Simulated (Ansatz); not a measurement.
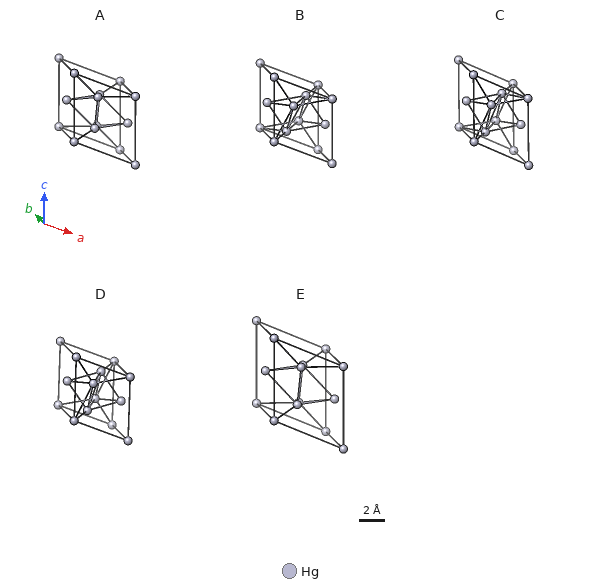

5 geometries from one relaxation of solid Hg (set up in P2_1/c), in shuffled order. The picture is a ball-and-stick view of the cell of the calculation, seen slightly off an axis.

Computed with Ansatz, DFT PBEsol, scalar-relativistic, plane waves, PAW. Set-up: plane-wave cutoff 420 eV; k-point mesh 6 × 4 × 6; occupations gaussian; smearing width 0.02 eV; no spin polarisation; cell and atoms relaxed; force threshold 0.005 eV/Å; at most 80 steps.

Q: Put them in the order of the run, from the start to the converged end.

A: E, A, D, C, B. They are steps 0, 4, 8, 13, 25, at +284 meV per atom, +103 meV per atom, +53.8 meV per atom, +17.4 meV per atom relative to the last. The largest moves relative to the cell, 0.95 Å, are those of Hg atoms. The drawn cell changes as follows: a 6.316 → 5.226 Å (−17.3 %), b 6.865 → 5.492 Å (−20.0 %), c 6.858 → 5.366 Å (−21.8 %), β 114.4° → 112.8°; the volume changes by −47.6 %. Some distances before and after: Hg–Hg 5.441 → 3.242 Å, Hg–Hg 5.078 → 3.189 Å, Hg–Hg 4.544 → 2.940 Å, Hg–Hg 4.901 → 3.318 Å. The space group (tolerance 0.01 Å) goes from P2_1/c (No. 14) to C2/m (No. 12). The energy falls by 284 meV per atom in 20 accepted moves (25 points after the start). The largest force component goes from 0.08 to 0.0013 eV/Å. The pressure goes from −1.77 to 0.01 GPa. The line search rejected the trial steps at points 10, 15, 21 of the run. At 2 points the geometry stayed and the basis and grid were re-selected for the new cell (energy shift of 1.6 meV per atom at most each time).
